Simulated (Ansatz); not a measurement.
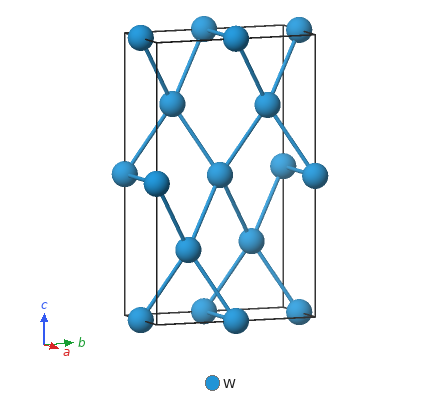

The structure; the drawing may span several cells.

Given this structure, the geometry relaxed with DFT, BLYP, plane waves (420 eV) with PAW, scalar-relativistic in Ansatz 0.2.0; the starting structure was generated, so it need not be a known form of this composition, written in its standard cell:

```
CELL_PARAMETERS angstrom
2.72247 0.00000 0.00000
0.00000 5.49313 0.00000
0.00000 0.00000 9.13099
ATOMIC_POSITIONS crystal
W 0.25000 0.25000 0.75000
W 0.50000 0.00000 0.00000
W 0.25000 0.75000 0.25000
W 0.50000 0.50000 0.50000
W 0.75000 0.25000 0.25000
W 0.00000 0.00000 0.50000
W 0.75000 0.75000 0.75000
W 0.00000 0.50000 0.00000
```

What does the kinematic electron diffraction pattern along [100] look like at 120 kV (B = 0.3 Å²)?

Answer. The spots form a centred rectangular net with both shortest vectors at d = 2.35 Å, 62.1° apart. They are 0 2 -2 and 0 2 2. The pattern has symmetry 2mm (to the eye close to 6mm). The lattice centring (F) removes all reflections that break h + k = 2n, h + l = 2n; a glide plane extinguishes reflections such as 0 0 2, 0 2 0, 0 2 -4.

Strongest reflections with d > 0.80 Å, one of each family (|F|² from tabulated Gaussian fits of the electron scattering factors, times a small damping for the curvature of the Ewald sphere):

```csv
hkl,d (Å),I (strongest = 100)
0 2 2,2.354,100
0 0 4,2.283,95
0 4 0,1.373,36
0 2 6,1.331,34
0 4 4,1.177,26
0 0 8,1.141,24
```

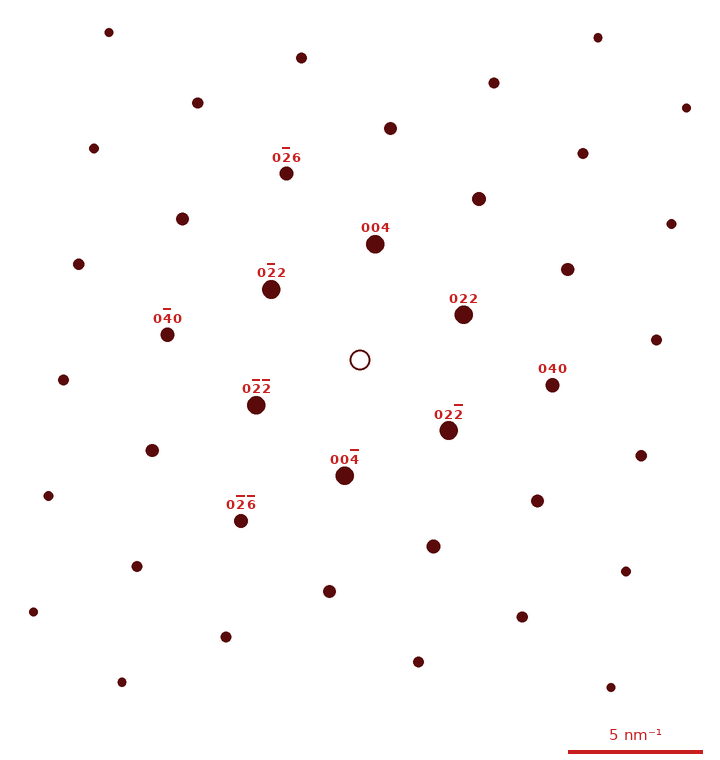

Calculated pattern, seen from the source side with [100] pointing towards the source.
